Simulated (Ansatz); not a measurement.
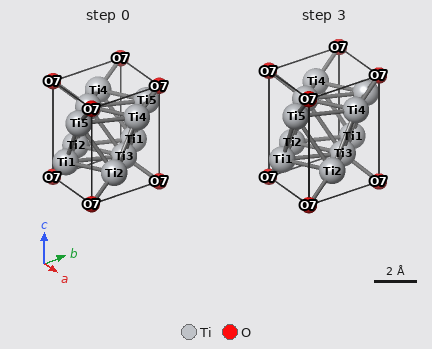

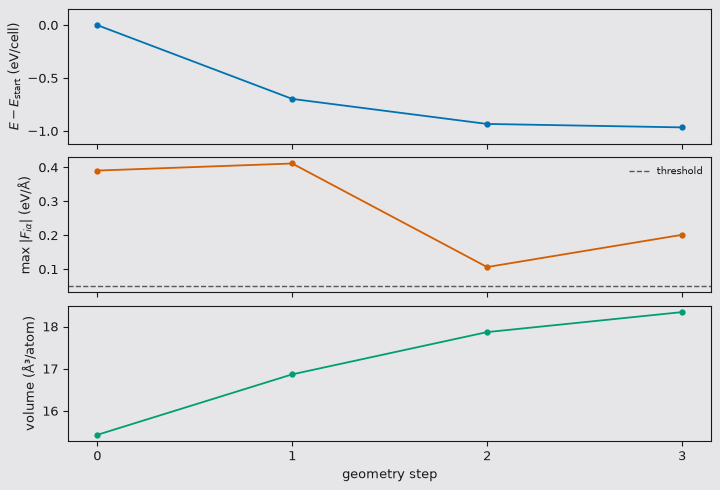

First and last geometry of a relaxation of crystalline Ti6O (set up in P-31m) (coarse preliminary run), with the history of the run. A ball-and-stick model of the cell of the calculation, seen slightly off an axis.

Computed with DFT r2SCAN+U, scalar-relativistic, plane waves, PAW (Ansatz). (plane-wave cutoff 500 eV; k-point mesh 6 × 6 × 4; occupations gaussian; smearing width 0.1 eV; U Ti 4.0 eV; collinear spin; cell and atoms relaxed; force threshold 0.05 eV/Å; at most 80 steps)

> Did the run converge, and what did it change?

The run was cut off at its time limit before the relaxation converged, so the last structure is only a point on the way. The largest moves relative to the cell, 0.013 Å, are those of Ti atoms. O stays in place. The drawn cell changes as follows: a = b 5.130 → 5.310 Å (+3.5 %), c 4.740 → 5.257 Å (+10.9 %); the volume changes by +18.9 %. Some distances before and after: Ti–Ti 2.925 → 3.195 Å, Ti–Ti 2.925 → 3.172 Å, Ti–Ti 2.921 → 3.150 Å, O–Ti 2.079 → 2.199 Å. Bond angles that change, for instance: Ti–O–Ti 89.3° → 92.4°, Ti–O–Ti 90.7° → 87.6°. The space group stays P-31m (No. 162). Over 3 geometry steps the energy falls by 0.965 eV per cell of the calculation. Largest force component: 0.39 eV/Å at the start, 0.2 eV/Å at the end. Pressure: 15.38 GPa at the start and 0.37 GPa at the end.
